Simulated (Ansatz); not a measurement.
Consider InSb.

Input

```
crystal:
  lattice:
    - [0.03279513, 3.3123081334, 3.3123081334]
    - [3.3123081334, 0.03279513, 3.3123081334]
    - [3.3123081334, 3.3123081334, 0.03279513]
  atoms:
    - { symbol: In, position: [0.0007615619, 0.0007615619, 0.0007615619] }
    - { symbol: Sb, position: [0.2492384381, 0.2492384381, 0.2492384381] }
kpoints:
  mp_grid: { grid: [6, 6, 6] }
  band_path:
    path:
      - [0.0, 0.0, 0.0]
      - [-0.5, -0.5, 0.0]
      - [-0.375, -0.375, 0.25]
      - [-0.375, 0.0, 0.375]
      - [0.0, 0.0, 0.5]
      - [-0.5, -0.25, 0.25]
      - [-0.017904, -0.017904, -0.017904]
    npoints: 1
hamiltonian:
  xc: r2scan
scf:
  occupations: { method: fermi_dirac, width: 0.02 }
  n_extra_bands: 4
output:
  forces: true
  stress: true
  eigenvalues: true
  write_density: true
  write_potential: true
  elf: true
  volumetric_format: npy
```

Command:

```sh
ansatz run input.yaml --threads 4 --pin off --max-ram 4608MiB --backend cpu --events-out ev --progress --plain --runs-dir out
```

Below, planes, directions and counts refer to the conventional cell (a = 4.64 Å, b = 4.64 Å, c = 11.53 Å, α = 90.00°, β = 90.00°, γ = 120.00°).

Space group R3m; started from the zincblende prototype, which need not be the ambient phase; changed on purpose from its base cell (shear 111 strain +1.5%).

These are results of DFT, r2SCAN, plane waves, PAW in Ansatz, not measurements.

Q: What can the converged valence pseudo-density and electron localisation function tell about the bonding?

A: In–Sb (2.87 Å): ρ at the midpoint is about 0.34 e/Å³; the ELF peaks at about 0.70 between the atoms.

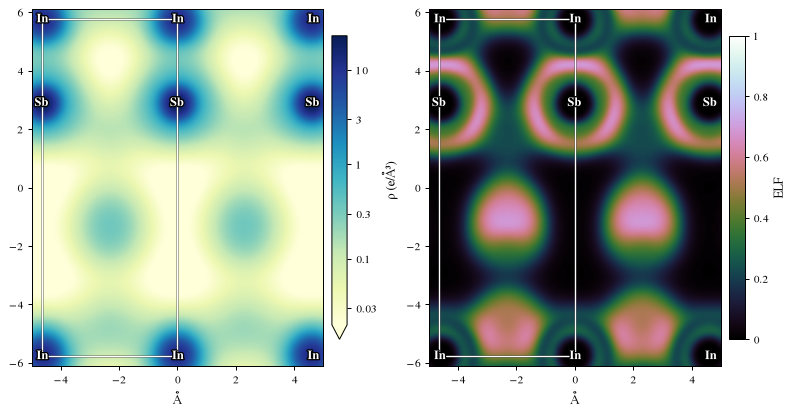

Computed valence pseudo-density and electron localisation function on the (100) plane of the conventional cell, in this order. 
